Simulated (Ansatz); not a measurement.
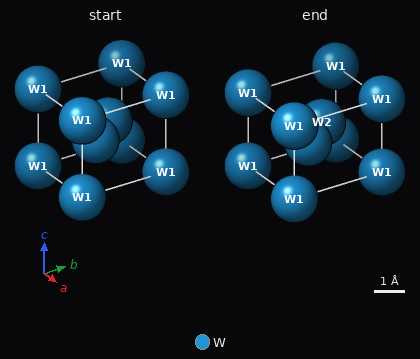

The structure of solid W (a generated structure, set up in P6/mmm) before (left) and after (right) a relaxation, at one scale.

A spheres-only model of the cell of the calculation, seen slightly off an axis.

Phase: omega (AlB2-type).

All numbers below come from Ansatz, DFT, PBE, plane waves (420 eV) with PAW, scalar-relativistic. Set-up: plane-wave cutoff 420 eV; k-point mesh 8 × 8 × 11; occupations fermi dirac; smearing width 0.1 eV; no spin polarisation; cell and atoms relaxed; force threshold 0.01 eV/Å; at most 60 steps.

Describe what moved and what it gained.

Answer. Over 4 accepted moves (5 points after the start) the energy falls by 0.486 eV per cell of the calculation. All forces vanish by symmetry, so only the cell relaxes. Pressure: 13.39 GPa at the start and −0.01 GPa at the end. The SCF was repeated once at an unchanged geometry on a basis and grid sized afresh for the cell, which shifted the energy by 1.0 meV per cell of the calculation at most. No atom moves by more than 0.005 Å relative to the cell. The drawn cell changes as follows: a = b 4.474 → 4.687 Å (+4.8 %), c 2.743 → 2.610 Å (−4.8 %); the volume changes by +4.4 %. Some distances before and after: W–W 2.743 → 2.610 Å, W–W 2.583 → 2.706 Å, W–W 2.924 → 3.004 Å. The space group stays P6/mmm (No. 191).
